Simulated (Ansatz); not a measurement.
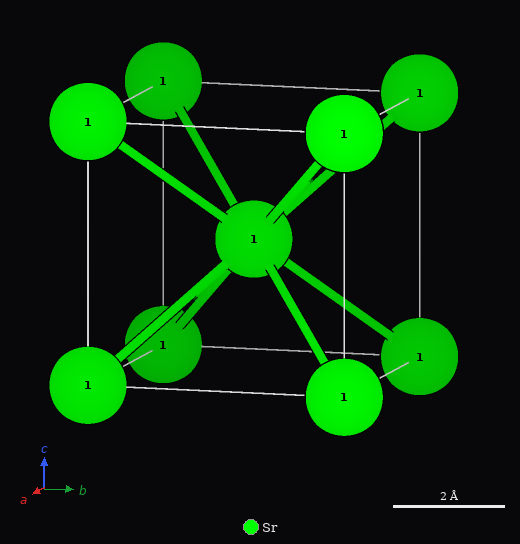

The starting point is a symmetric starting cell of Sr. The picture is a ball-and-stick view of the conventional cell (2 times the calculation's cell), seen slightly off an axis. Lengths and directions refer to the drawn axes.

The calculation used DFT PBE, scalar-relativistic, plane waves, PAW (Ansatz 0.2.0). (plane-wave cutoff 420 eV; k-point mesh 12 × 12 × 12; occupations gaussian; smearing width 0.1 eV; no spin polarisation)

Change: The cell is strained by +13.8 % along [1 −1 −1] and −4.2 % across it (volume +4.5 %), the atoms keeping their fractional coordinates. No relaxation follows. The starting cell wasn't computed here and needn't be at equilibrium, so pressure and forces aren't due to the change alone.

Input file:
```yaml
crystal:
  lattice:
    - [-2.760426, 2.760426, 2.760426]
    - [2.469426, -2.469426, 2.178426]
    - [2.469426, 2.178426, -2.469426]
  atoms:
    - { symbol: Sr, position: [0.0, 0.0, 0.0] }
basis:
  ecutwfc: 420
kpoints:
  mp_grid: { grid: [12, 12, 12] }
hamiltonian:
  xc: pbe
scf:
  occupations: { method: gaussian, width: 0.1 }
output:
  forces: true
  stress: true
  eigenvalues: true
```

What is the effect?

The pressure is −0.7 GPa (not all of it need come from the change, since the unchanged cell can be under pressure at this level too). The principal stresses (compression positive) are −2.5 GPa along [1 −1 −1] and 0.2 GPa across it. All forces vanish by symmetry. Among the bonded contacts that change: Sr–Sr 4.200 → 4.116 to 4.781 Å. The space group (tolerance 0.01 Å) goes from Im-3m (No. 229) to R-3m (No. 166).

Drawn alike, the variant:

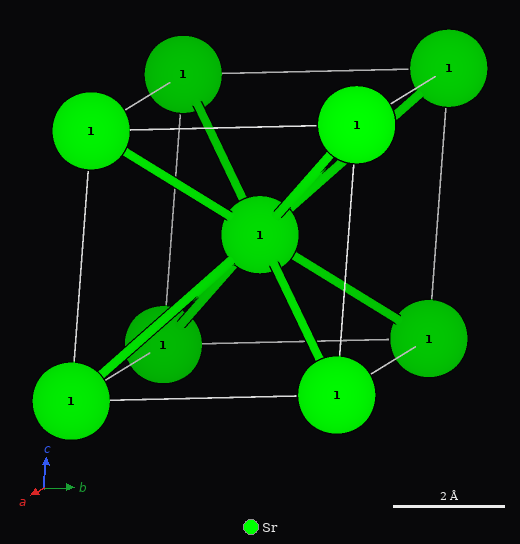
